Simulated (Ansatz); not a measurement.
System: SiRu$_{2}$.

Input

```
crystal:
  lattice:
    - [5.3039810652, 0.0, 0.0]
    - [0.0, 4.0303853649, 0.0]
    - [0.0, 0.0, 7.44173757]
  atoms:
    - { symbol: Si, position: [0.2991096415, 0.25, 0.9017156379] }
    - { symbol: Si, position: [0.7008903585, 0.75, 0.0982843621] }
    - { symbol: Si, position: [0.7991096415, 0.25, 0.5982843621] }
    - { symbol: Si, position: [0.2008903585, 0.75, 0.4017156379] }
    - { symbol: Ru, position: [0.5139284123, 0.75, 0.7879401018] }
    - { symbol: Ru, position: [0.4860715877, 0.25, 0.2120598982] }
    - { symbol: Ru, position: [0.0139284123, 0.75, 0.7120598982] }
    - { symbol: Ru, position: [0.9860715877, 0.25, 0.2879401018] }
    - { symbol: Ru, position: [0.8333637088, 0.25, 0.9348537416] }
    - { symbol: Ru, position: [0.1666362912, 0.75, 0.0651462584] }
    - { symbol: Ru, position: [0.3333637088, 0.25, 0.5651462584] }
    - { symbol: Ru, position: [0.6666362912, 0.75, 0.4348537416] }
basis:
  ecutwfc: 500
kpoints:
  mp_grid: { grid: [8, 10, 6] }
hamiltonian:
  xc: r2scan
scf:
  occupations: { method: gaussian, width: 0.1 }
output:
  forces: true
  stress: true
  eigenvalues: true
  write_density: true
  write_potential: true
  elf: true
  volumetric_format: npy
relax:
  adjacent_minimum: "off"
  f_tol: 0.005
  max_steps: 50
  cell: { stress_tol: 0.05 }
```

Command:

```sh
ansatz run input.yaml --threads 4 --pin off --max-ram 10240MiB --backend cpu --events-out ev --progress --plain --runs-dir out
```

Below, planes, directions and counts refer to the conventional cell (a = 5.26 Å, b = 4.01 Å, c = 7.39 Å, α = 90.00°, β = 90.00°, γ = 90.00°).

The fields are those of the run's last geometry, not of the input's.

Space group Pnma; a structure from a database of computed crystals, not necessarily the ambient phase; computed without spin polarisation.

Theory: Ansatz 0.2.0, DFT r2SCAN, scalar-relativistic, plane waves, PAW.

### What will maps of the valence pseudo-density and electron localisation function show?

Si–Ru (2.47 Å): ρ is about 0.5 e/Å³ halfway; the ELF peaks at about 0.70 in the valence shell of Si, 0.9 Å from its nucleus, and is about 0.45 at the midpoint.
Si–Ru (2.47 Å): ρ at the midpoint is about 0.5 e/Å³; the ELF peaks at about 0.70 in the valence shell of Si, 0.9 Å from its nucleus, and is about 0.45 at the midpoint.
Si–Ru (2.82 Å): the density is about 0.27 e/Å³ at the midpoint; the ELF peaks at about 0.55 in the valence shell of Si, 1.0 Å from its nucleus, and drops to about 0.20 between the two atoms (no shared electron pair shows on this line).

### Metal or insulator at this level of theory?

It is gapless in this calculation (a metal or semimetal).

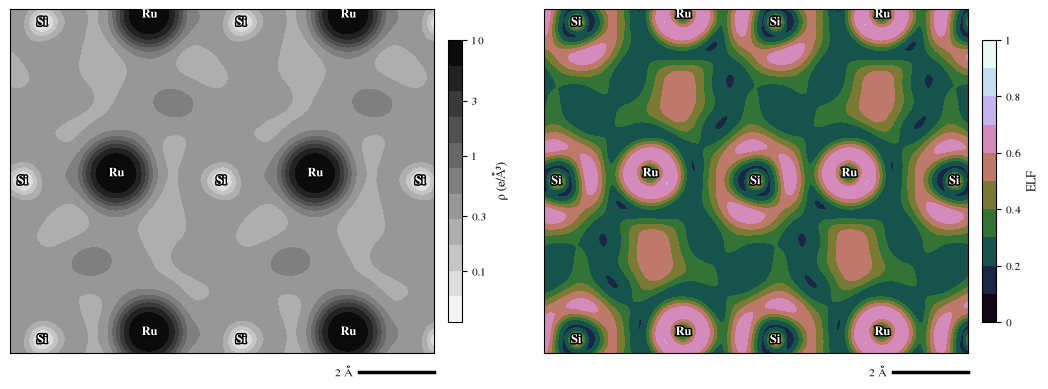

Computed valence pseudo-density and electron localisation function on the (011) plane of the conventional cell, in this order. 
